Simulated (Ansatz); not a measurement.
```yaml
crystal:
  lattice:
    - [4.17391, -2.40981, 3.40844]
    - [0.00000, 4.81961, 3.40844]
    - [-4.17391, -2.40981, 3.40844]
  atoms:
    - { symbol: Pb, position: [0.00000, 0.00000, 0.50000] }
    - { symbol: Pb, position: [0.50000, 0.00000, 0.00000] }
    - { symbol: Pb, position: [0.00000, 0.50000, 0.00000] }
    - { symbol: Pb, position: [0.50000, 0.50000, 0.50000] }
    - { symbol: S, position: [0.49960, 0.49960, 0.99960] }
    - { symbol: S, position: [0.99960, 0.49960, 0.49960] }
    - { symbol: S, position: [0.49960, 0.99960, 0.49960] }
    - { symbol: S, position: [0.99960, 0.99960, 0.99960] }
```

Space group Fm-3m; a structure from a database of computed crystals, not necessarily the ambient phase.

Method: DFT PBEsol, scalar-relativistic, plane waves, PAW (Ansatz).

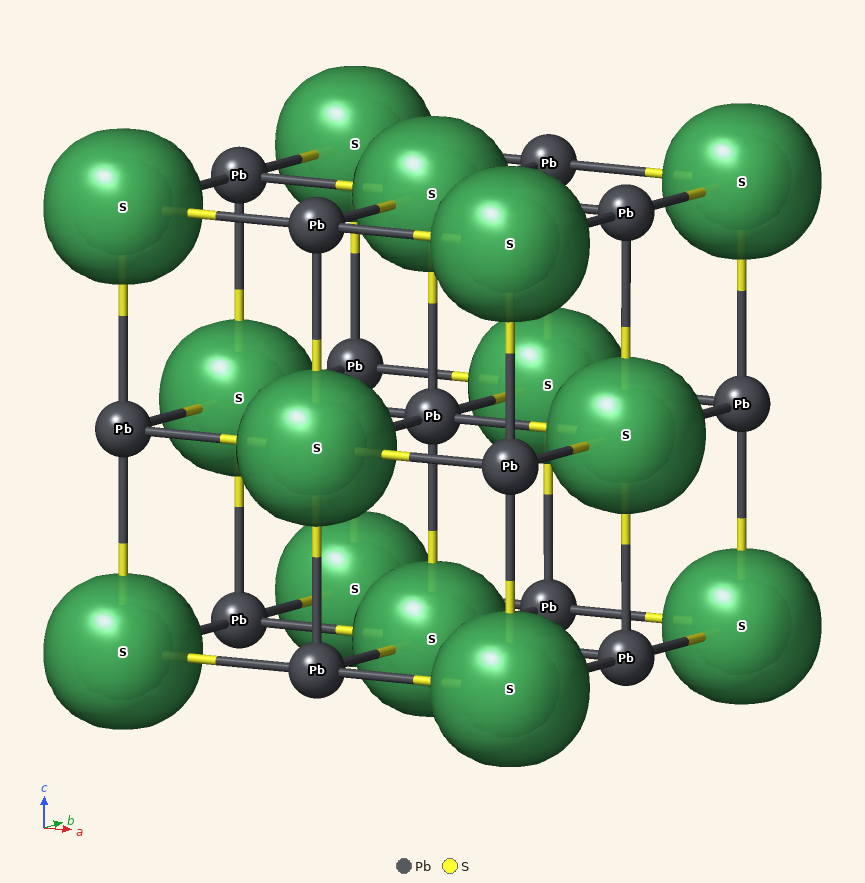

PbS. Isosurface of the ELF at 0.8 (green), seen at an oblique angle. Only the valence region is drawn (cores and ρ < 0.01 e/Å³ removed). Sticks mark near contacts.

> Identify the bonds, lone pairs and shells in this picture.

The surface consists of four regions wrapped around S (the valence shell of each), counted in one cell of 8 atoms. Regions shared between cells count once. Profiles from the grid: Pb–S (2.95 Å): the ELF peaks at about 0.85 in the valence shell of S, 0.8 Å from its nucleus, and drops to about 0.25 between the two atoms.
